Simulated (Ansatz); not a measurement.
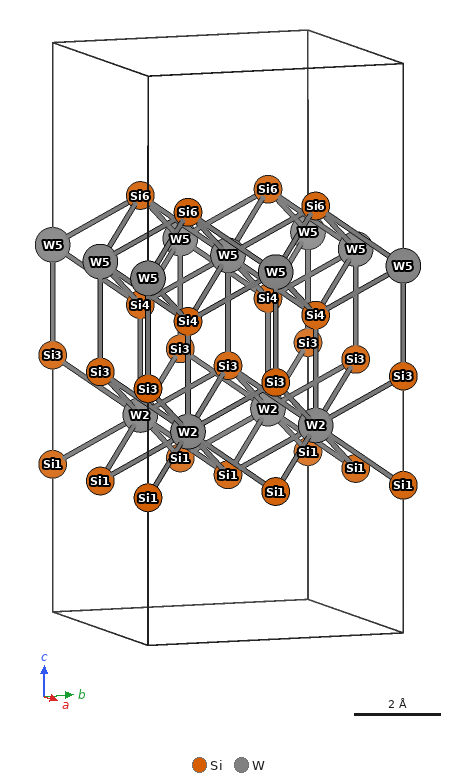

Fig. 1: The starting structure (ball-and-stick view of the 2 × 2 repeat of the cell, with the vacuum cut short, seen slightly off an axis; atoms are numbered from 1 in the order of the input). An atom can appear more than once, as a periodic image.

**Geometry relaxation of WSi₂ (part 1 of 2)**

WSi₂ (slab, 6 atoms in the cell), computed with DFT PBEsol, scalar-relativistic, plane waves, PAW, no spin polarisation (Ansatz 0.2.0).

The structure derives from an entry of the Crystallography Open Database. The input holds or restrains some coordinates. Forces given for the steps count only the free coordinates. It belongs to a series of runs on one base structure; here: clean slab, lower half held. Figures and captions count atoms from 1; the log counts them from 0 in places.

Input file
```yaml
crystal:
  lattice:
    - [3.2024995621, 0.0, 0.0]
    - [0.0, 3.2024995621, 0.0]
    - [0.0, 0.0, 23.4948902205]
  atoms:
    - { symbol: Si, position: [0.0, 0.0, 0.3617807923] }
    - { symbol: W, position: [0.5, 0.5, 0.4168358263] }
    - { symbol: Si, position: [0.0, 0.0, 0.4718908602] }
    - { symbol: Si, position: [0.5, 0.5, 0.5281091398] }
    - { symbol: W, position: [0.0, 0.0, 0.5831641737] }
    - { symbol: Si, position: [0.5, 0.5, 0.6382192077] }
basis:
  ecutwfc: 420
kpoints:
  mp_grid: { grid: [9, 9, 1] }
hamiltonian:
  xc: pbesol
scf:
  occupations: { method: gaussian, width: 0.1 }
output:
  forces: true
  eigenvalues: true
  write_density: true
  write_potential: true
  elf: true
  volumetric_format: npy
relax:
  adjacent_minimum: "off"
  f_tol: 0.03
  max_steps: 70
  constraints: [{ sites: [0, 1, 2] }]
efield:
  axis: 3
  dipole_correction: true
  ramp_width: 0.04
```

Hardware: 1 thread of Intel Xeon (Granite Rapids), 32 GiB of memory available, shared host.

Launch command:
```bash
ansatz run input.yaml --threads 1 --pin off --max-ram 2560MiB --backend cpu --events-out ev --progress --plain --runs-dir out
```

Output
```
Engine: ansatz 0.2.0, x86_64-unknown-linux-gnu
Pseudopotentials: kind: paw
Pseudopotential: Si, paw, valence charge 4, recommended cutoff 420 eV (normal), Si.paw.azcp
Pseudopotential: W, paw, valence charge 14, recommended cutoff 420 eV (normal), W.paw.azcp
Functional definition: PBEsol
  exchange = pbesol_x
  correlation = pbesol_c
Crystal: 6 atoms, lattice volume = 240.964 Å³
Basis set: ecut = 420 eV, 4711 PW (Γ), exchange–correlation on 48×48×320 points (8 copies of the dense FFT grid, shifted against one another)
Bands: 28, of which v1, the nominal top of the filled ones, is band 22 counted from 1 (21 counted from 0)
Symmetry: 8 space group operations
k-points: 15 of 81
Non-local potential: Si, projectors of the file, l = 0: 2, l = 1: 2, l = 2: 2
Non-local potential: W, projectors of the file, l = 0: 3, l = 1: 2, l = 2: 2, l = 3: 1
PAW form: soft (Blöchl's): semilocal exchange-correlation on the pseudo side does not see the compensation charge
PAW frozen core: Si, regenerated for the run's functional, and the local potential with it (the file was generated under x = pbe(κ = 0.804, μ = 0.2195149727645171), c = pbe(β = 0.06672455060314922))
PAW frozen core: W, regenerated for the run's functional, and the local potential with it (the file was generated under x = pbe(κ = 0.804, μ = 0.2195149727645171), c = pbe(β = 0.06672455060314922))
PAW one-centre angular grid: Si, 110 points (default); XC on 64 Gauss nodes
PAW one-centre angular grid: W, 590 points (default); XC on 64 Gauss nodes
Initial density: superposition of atomic densities (neutral atoms: chi_scale 0, normalization atom), corrected by the library's trained network
Initial wavefunctions: pseudopotential atomic-orbital guess
Functional: x = pbesol(κ = 0.804, μ = 0.12345679012345678), c = pbesol(β = 0.046)
SCF iter   1: F=—  HF=-22998.269244 eV  |F-HF|=—  |Δ(HF+E_count)|=         —  Δρ=5.03e-3  dr2=5.70e-1  ethr=1.77e-3  p=0.000 e·Å  D=6.18e-14 V/Å  ΔV_dip=-0.00 eV  dr2_dipole=3.71e-10  V_vac-E_F(+/−)=5.19/5.19 eV  ⟨swp⟩=10.6  Hψ=2740  notcnv=0
efield: sawtooth ramp at fractional position 0.9800 (placed from the atoms, in the widest stretch of the axis that holds none; the zero of the levels goes with the place), width 0.0400; the density the first Hamiltonian is built on has a dipole p = 0.000 e·Å; the dipole correction subtracts the counter field D = 6.18e-14 V/Å, which shifts the + side's vacuum level by -0.00 eV against the − side's; the planar-averaged density in the ramp window peaks in size at 2.4e-5 e/Å³
preconditioner: auto → LDOS  [metal: Δε(μ)=0.040 eV  Ē_g=6.623 eV  σ=0.100 eV  W_gap=0.22  n_scr=34 (ndim 8)  ℏωp=12.7 eV  f_vac=0.563  D(μ)=5.36/eV (n_scr^D=26)  β→1.0]
SCF iter   2: F=—  HF=-22998.235724 eV  |F-HF|=—  |Δ(HF+E_count)|=   3.35e-2  Δρ=1.62e-3  dr2=1.77e-2  ethr=1.30e-3  p=0.000 e·Å  D=1.32e-6 V/Å  ΔV_dip=-0.00 eV  dr2_dipole=7.69e-9  V_vac-E_F(+/−)=4.75/4.75 eV  ⟨swp⟩=1.9  Hψ=591  notcnv=0  defer=9
SCF iter   3: F=—  HF=-22998.236484 eV  |F-HF|=—  |Δ(HF+E_count)|=   7.59e-4  Δρ=8.49e-4  dr2=5.77e-3  ethr=4.02e-5  p=-0.000 e·Å  D=-5.18e-6 V/Å  ΔV_dip=0.00 eV  dr2_dipole=5.12e-9  V_vac-E_F(+/−)=4.66/4.66 eV  ⟨swp⟩=2.4  Hψ=670  notcnv=0  defer=10
SCF iter   4: F=—  HF=-22998.235581 eV  |F-HF|=—  |Δ(HF+E_count)|=   9.02e-4  Δρ=2.10e-4  dr2=4.38e-4  ethr=1.31e-5  p=-0.000 e·Å  D=-2.44e-6 V/Å  ΔV_dip=0.00 eV  dr2_dipole=1.21e-9  V_vac-E_F(+/−)=4.65/4.65 eV  ⟨swp⟩=2.7  Hψ=727  notcnv=0  defer=10
SCF iter   5: F=—  HF=-22998.235510 eV  |F-HF|=—  |Δ(HF+E_count)|=   7.11e-5  Δρ=8.42e-5  dr2=3.08e-5  ethr=9.95e-7  p=-0.000 e·Å  D=-8.51e-7 V/Å  ΔV_dip=0.00 eV  dr2_dipole=8.48e-11  V_vac-E_F(+/−)=4.64/4.64 eV  ⟨swp⟩=2.5  Hψ=698  notcnv=0  defer=9
SCF iter   6: F=-22998.235511 eV  HF=-22998.235511 eV  |F-HF|=5.24e-8  |Δ(HF+E_count)|=   6.15e-7  Δρ=2.80e-5  dr2=4.25e-6  ethr=5.11e-8  p=-0.000 e·Å  D=-4.84e-7 V/Å  ΔV_dip=0.00 eV  dr2_dipole=2.19e-14  V_vac-E_F(+/−)=4.63/4.63 eV  ⟨swp⟩=23.3  Hψ=4974  notcnv=0
SCF 1 converged in 6 iterations: F = -22998.235511 eV  dr2 = 4.25e-6
  Residual-converged pass: ⟨swp⟩=1.0  Hψ=480  notcnv=0  max |occ|·‖R‖ = 7.0e-9 eV (tolerance 1.0e-8 eV)  dr2=4.25e-6  dr2_onsite=2.04e-8  max |Δocc| = 2.4e-10
  greatest PAW one-centre occupation: 1.000 electrons in one spin orbital (limit 2), on the W atom at site 1 (counted from 0), in its partial waves of l = 0
relax step   1: F+E_penalty+E_count = -22998.23551086 eV  Δ(F+E_penalty+E_count) = +0.000e0 eV  max|allowed force component| = 3.573e-1 eV/Å  Δτ_max = 0.0000 Å  (6 SCF iters, dr2 threshold 2.25e-5 eV, accepted)
Initial density: handed on by an earlier stage of this run
Initial wavefunctions: those handed on with the density
iter 1 solved again at ethr=6.02e-4 eV; its pass at ethr=3.10e-3 eV (dr2=2.65e-1 eV) is discarded
SCF iter   1: F=—  HF=-22998.281485 eV  |F-HF|=—  |Δ(HF+E_count)|=         —  Δρ=3.98e-3  dr2=2.62e-1  ethr=6.02e-4  p=-0.000 e·Å  D=-8.14e-7 V/Å  ΔV_dip=0.00 eV  dr2_dipole=2.86e-2  V_vac-E_F(+/−)=4.66/4.66 eV  ⟨swp⟩=2.0  Hψ=1711  notcnv=0  defer=15
efield: sawtooth ramp at fractional position 0.9800 (handed on by an earlier solve), width 0.0400; the density the first Hamiltonian is built on has a dipole p = -0.000 e·Å; the dipole correction subtracts the counter field D = -8.14e-7 V/Å, which shifts the + side's vacuum level by +0.00 eV against the − side's; the planar-averaged density in the ramp window peaks in size at 2.4e-6 e/Å³
preconditioner: auto → LDOS  [metal: Δε(μ)=0.030 eV  Ē_g=6.691 eV  σ=0.100 eV  W_gap=0.17  n_scr=34 (ndim 8)  ℏωp=12.7 eV  f_vac=0.567  D(μ)=4.67/eV (n_scr^D=12)  β→1.0]
SCF iter   2: F=—  HF=-22998.262556 eV  |F-HF|=—  |Δ(HF+E_count)|=   1.89e-2  Δρ=1.56e-3  dr2=1.72e-2  ethr=5.95e-4  p=0.001 e·Å  D=1.04e-3 V/Å  ΔV_dip=-0.02 eV  dr2_dipole=2.77e-4  V_vac-E_F(+/−)=4.61/4.63 eV  ⟨swp⟩=2.1  Hψ=604  notcnv=0  defer=15
SCF iter   3: F=—  HF=-22998.260079 eV  |F-HF|=—  |Δ(HF+E_count)|=   2.48e-3  Δρ=7.33e-4  dr2=6.10e-3  ethr=3.91e-5  p=0.001 e·Å  D=1.10e-3 V/Å  ΔV_dip=-0.03 eV  dr2_dipole=1.08e-4  V_vac-E_F(+/−)=4.59/4.62 eV  ⟨swp⟩=3.5  Hψ=920  notcnv=0  defer=15
SCF iter   4: F=—  HF=-22998.259125 eV  |F-HF|=—  |Δ(HF+E_count)|=   9.54e-4  Δρ=2.38e-4  dr2=7.97e-4  ethr=1.39e-5  p=0.001 e·Å  D=9.05e-4 V/Å  ΔV_dip=-0.02 eV  dr2_dipole=5.67e-7  V_vac-E_F(+/−)=4.60/4.62 eV  ⟨swp⟩=2.3  Hψ=596  notcnv=0  defer=15
SCF iter   5: F=—  HF=-22998.259054 eV  |F-HF|=—  |Δ(HF+E_count)|=   7.06e-5  Δρ=4.52e-5  dr2=2.27e-5  ethr=1.81e-6  p=0.001 e·Å  D=7.96e-4 V/Å  ΔV_dip=-0.02 eV  dr2_dipole=7.89e-8  V_vac-E_F(+/−)=4.60/4.62 eV  ⟨swp⟩=2.3  Hψ=604  notcnv=0  defer=15
SCF iter   6: F=-22998.259053 eV  HF=-22998.259055 eV  |F-HF|=1.27e-6  |Δ(HF+E_count)|=   3.07e-7  Δρ=1.31e-5  dr2=1.88e-6  ethr=1.81e-8  p=0.001 e·Å  D=6.85e-4 V/Å  ΔV_dip=-0.02 eV  dr2_dipole=1.09e-8  V_vac-E_F(+/−)=4.60/4.62 eV  ⟨swp⟩=24.3  Hψ=4967  notcnv=0
SCF 2 converged in 6 iterations: F = -22998.259053 eV  dr2 = 1.88e-6
relax step   2: F+E_penalty+E_count = -22998.25905348 eV  Δ(F+E_penalty+E_count) = -2.354e-2 eV  max|allowed force component| = 2.525e-1 eV/Å  Δτ_max = 0.0886 Å  (6 SCF iters, dr2 threshold 7.98e-6 eV, accepted)
SCF iter   1: F=—  HF=-22998.261828 eV  |F-HF|=—  |Δ(HF+E_count)|=         —  Δρ=5.81e-4  dr2=2.86e-3  ethr=5.34e-5  p=0.001 e·Å  D=6.85e-4 V/Å  ΔV_dip=-0.02 eV  dr2_dipole=2.88e-4  V_vac-E_F(+/−)=4.60/4.61 eV  ⟨swp⟩=2.0  Hψ=865  notcnv=0  defer=10
efield: sawtooth ramp at fractional position 0.9800 (handed on by an earlier solve), width 0.0400; the density the first Hamiltonian is built on has a dipole p = 0.001 e·Å; the dipole correction subtracts the counter field D = 6.85e-4 V/Å, which shifts the + side's vacuum level by -0.02 eV against the − side's; the planar-averaged density in the ramp window peaks in size at 2.4e-6 e/Å³
preconditioner: auto → LDOS  [metal: Δε(μ)=0.027 eV  Ē_g=6.670 eV  σ=0.100 eV  W_gap=0.15  n_scr=34 (ndim 8)  ℏωp=12.7 eV  f_vac=0.567  D(μ)=4.47/eV (n_scr^D=12)  β→1.0]
SCF iter   2: F=—  HF=-22998.261510 eV  |F-HF|=—  |Δ(HF+E_count)|=   3.19e-4  Δρ=3.65e-4  dr2=1.03e-3  ethr=6.49e-6  p=0.002 e·Å  D=1.59e-3 V/Å  ΔV_dip=-0.04 eV  dr2_dipole=6.79e-5  V_vac-E_F(+/−)=4.58/4.62 eV  ⟨swp⟩=3.5  Hψ=944  notcnv=0  defer=10
SCF iter   3: F=—  HF=-22998.261355 eV  |F-HF|=—  |Δ(HF+E_count)|=   1.55e-4  Δρ=7.64e-5  dr2=3.64e-5  ethr=2.34e-6  p=0.002 e·Å  D=1.39e-3 V/Å  ΔV_dip=-0.03 eV  dr2_dipole=8.28e-8  V_vac-E_F(+/−)=4.58/4.62 eV  ⟨swp⟩=2.1  Hψ=612  notcnv=0  defer=10
SCF iter   4: F=-22998.261348 eV  HF=-22998.261348 eV  |F-HF|=2.70e-7  |Δ(HF+E_count)|=   7.00e-6  Δρ=1.40e-5  dr2=9.33e-7  ethr=9.06e-9  p=0.002 e·Å  D=1.47e-3 V/Å  ΔV_dip=-0.03 eV  dr2_dipole=3.08e-7  V_vac-E_F(+/−)=4.58/4.62 eV  ⟨swp⟩=19.3  Hψ=5061  notcnv=0
SCF 3 converged in 4 iterations: F = -22998.261348 eV  dr2 = 9.33e-7
relax step   3: F+E_penalty+E_count = -22998.26134811 eV  Δ(F+E_penalty+E_count) = -2.295e-3 eV  max|allowed force component| = 7.237e-2 eV/Å  Δτ_max = 0.0106 Å  (4 SCF iters, dr2 threshold 3.98e-6 eV, accepted)
SCF iter   1: F=—  HF=-22998.261811 eV  |F-HF|=—  |Δ(HF+E_count)|=         —  Δρ=3.35e-4  dr2=1.44e-3  ethr=4.51e-5  p=0.002 e·Å  D=1.47e-3 V/Å  ΔV_dip=-0.03 eV  dr2_dipole=5.34e-4  V_vac-E_F(+/−)=4.58/4.62 eV  ⟨swp⟩=2.1  Hψ=798  notcnv=0  defer=2
efield: sawtooth ramp at fractional position 0.9800 (handed on by an earlier solve), width 0.0400; the density the first Hamiltonian is built on has a dipole p = 0.002 e·Å; the dipole correction subtracts the counter field D = 1.47e-3 V/Å, which shifts the + side's vacuum level by -0.03 eV against the − side's; the planar-averaged density in the ramp window peaks in size at 2.7e-6 e/Å³
preconditioner: auto → LDOS  [metal: Δε(μ)=0.050 eV  Ē_g=6.675 eV  σ=0.100 eV  W_gap=0.27  n_scr=34 (ndim 8)  ℏωp=12.7 eV  f_vac=0.568  D(μ)=4.51/eV (n_scr^D=12)  β→1.0]
SCF iter   2: F=—  HF=-22998.261716 eV  |F-HF|=—  |Δ(HF+E_count)|=   9.52e-5  Δρ=1.86e-4  dr2=3.32e-4  ethr=3.27e-6  p=0.003 e·Å  D=2.31e-3 V/Å  ΔV_dip=-0.05 eV  dr2_dipole=4.86e-5  V_vac-E_F(+/−)=4.56/4.62 eV  ⟨swp⟩=2.0  Hψ=712  notcnv=0  defer=2
SCF iter   3: F=—  HF=-22998.261687 eV  |F-HF|=—  |Δ(HF+E_count)|=   2.89e-5  Δρ=9.69e-5  dr2=7.83e-5  ethr=7.55e-7  p=0.003 e·Å  D=2.19e-3 V/Å  ΔV_dip=-0.05 eV  dr2_dipole=6.61e-6  V_vac-E_F(+/−)=4.57/4.62 eV  ⟨swp⟩=2.6  Hψ=748  notcnv=0  defer=2
SCF iter   4: F=—  HF=-22998.261704 eV  |F-HF|=—  |Δ(HF+E_count)|=   1.67e-5  Δρ=1.31e-5  dr2=1.21e-6  ethr=1.78e-7  p=0.003 e·Å  D=2.26e-3 V/Å  ΔV_dip=-0.05 eV  dr2_dipole=5.12e-8  V_vac-E_F(+/−)=4.56/4.62 eV  ⟨swp⟩=2.2  Hψ=680  notcnv=0  defer=2
SCF iter   5: F=—  HF=-22998.261704 eV  |F-HF|=—  |Δ(HF+E_count)|=   3.24e-7  Δρ=4.19e-6  dr2=1.53e-7  ethr=2.76e-9  p=0.003 e·Å  D=2.27e-3 V/Å  ΔV_dip=-0.05 eV  dr2_dipole=4.06e-9  V_vac-E_F(+/−)=4.56/4.62 eV  ⟨swp⟩=2.8  Hψ=761  notcnv=0  defer=2
SCF iter   6: F=-22998.261704 eV  HF=-22998.261704 eV  |F-HF|=1.50e-9  |Δ(HF+E_count)|=   7.59e-8  Δρ=1.28e-6  dr2=2.12e-8  ethr=2.27e-10  p=0.003 e·Å  D=2.28e-3 V/Å  ΔV_dip=-0.05 eV  dr2_dipole=1.82e-9  V_vac-E_F(+/−)=4.56/4.62 eV  ⟨swp⟩=18.3  Hψ=3968  notcnv=0
SCF 4 converged in 6 iterations: F = -22998.261704 eV  dr2 = 2.12e-8
relax step   4: F+E_penalty+E_count = -22998.26170400 eV  Δ(F+E_penalty+E_count) = -3.559e-4 eV  max|allowed force component| = 4.096e-3 eV/Å  Δτ_max = 0.0089 Å  (6 SCF iters, accepted)
```

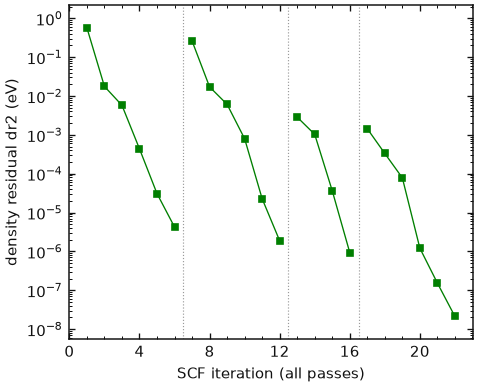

Fig. 2: Convergence of the self-consistent field: density residual dr2 against the SCF iteration. The dotted lines part the SCF passes of the relaxation: geometry steps, rejected trials and re-solves on a re-selected basis. The passes take 6, 6, 4 and 6 iterations.

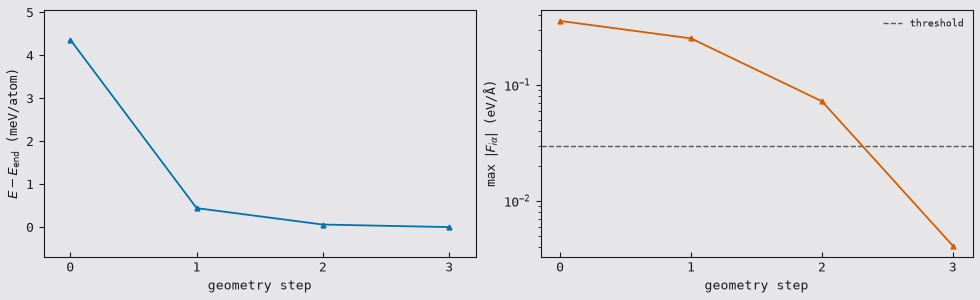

Fig. 3: Progress of the restrained relaxation, step by step (the first geometry is step 0 here and step 1 in the log).
